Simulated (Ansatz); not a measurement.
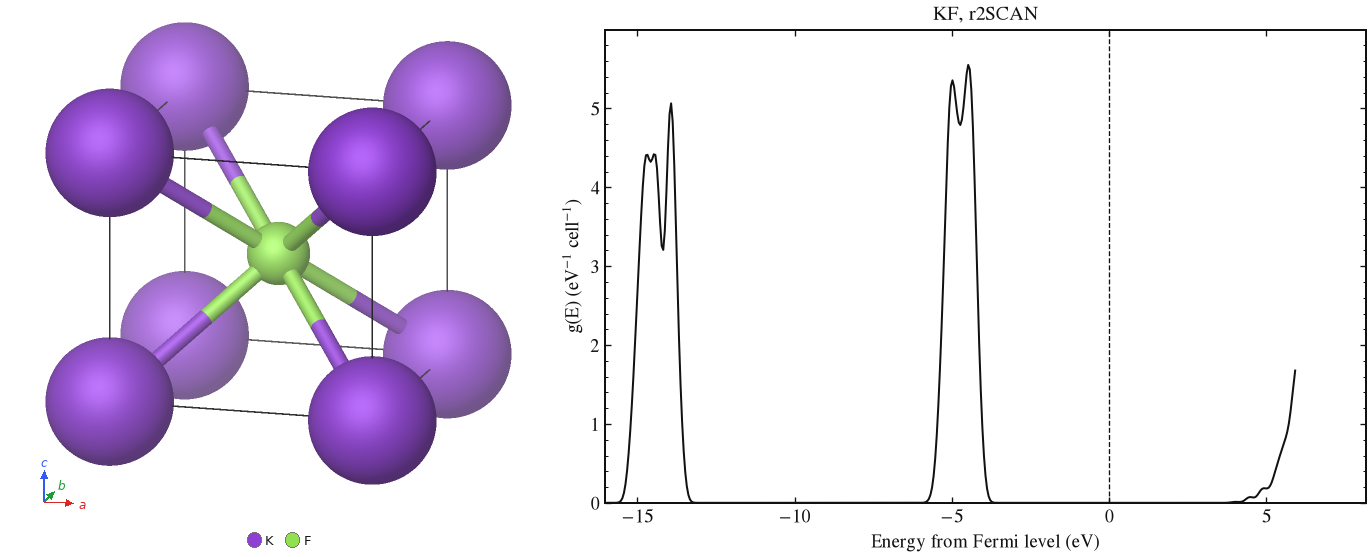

Density of states, beside the structure. Energies are counted from the Fermi level, put mid-gap where there is a gap. The curve is built from the levels of the k mesh with Gaussians 0.3 eV wide, which also blur the band edges.

The material is KF, space group P4/mmm, 2 atoms in the cell, CsCl type, uniaxial (x) strain −5.9%.

Level of theory: DFT, r2SCAN, plane waves, PAW, no spin polarisation, 8×8×8 k mesh; code Ansatz.

### Metal or insulator, going by the density of states?

There is a gap; over the k points computed it is 8.05 eV.

### How wide is the upper valence band?

The upper group of valence states starts about 1.6 eV under the valence-band top (which lies at −4.0 eV on this axis), with a gap beneath it; it holds about 6 electrons a cell.
